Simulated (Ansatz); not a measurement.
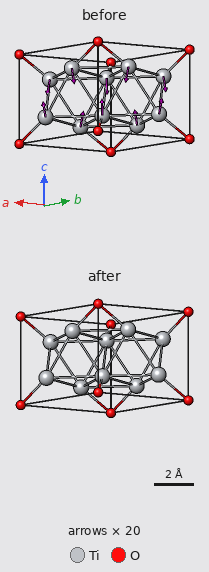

The structure of crystalline Ti6O (set up in P-31m) before (top) and after (bottom) a relaxation, at one scale. The purple arrows give the displacements (the part carried along by the change of the cell is left out), 20 times their true length.

The picture is a ball-and-stick view of the cell of the calculation, seen from a free direction.

Theory: DFT PBEsol, scalar-relativistic, plane waves, PAW in Ansatz. Set-up: plane-wave cutoff 420 eV; k-point mesh 12 × 12 × 8; occupations gaussian; smearing width 0.1 eV; no spin polarisation; cell and atoms relaxed; force threshold 0.005 eV/Å; at most 80 steps.

Q: Summarise the run.

A: The largest moves relative to the cell, 0.045 Å, are those of Ti atoms. O stays in place. Cell: a = b 5.130 → 5.052 Å (−1.5 %), c 4.740 → 4.690 Å (−1.0 %). Volume −4.0 %. Among the contacts that change: Ti–Ti 2.921 → 2.809 Å, Ti–Ti 2.925 → 2.828 Å, Ti–Ti 2.959 → 2.899 Å, Ti–Ti 2.925 → 2.972 Å. The space group stays P-31m (No. 162). Over 3 accepted moves (6 points after the start) the energy falls by 19.9 meV per atom. The largest force component goes from 0.39 to 0.00021 eV/Å. The pressure goes from −5.33 to −0.03 GPa. The line search rejected the trial steps at points 1, 4 of the run. The SCF was repeated once at an unchanged geometry on a basis and grid sized afresh for the cell, which shifted the energy by 0.4 meV per atom at most.
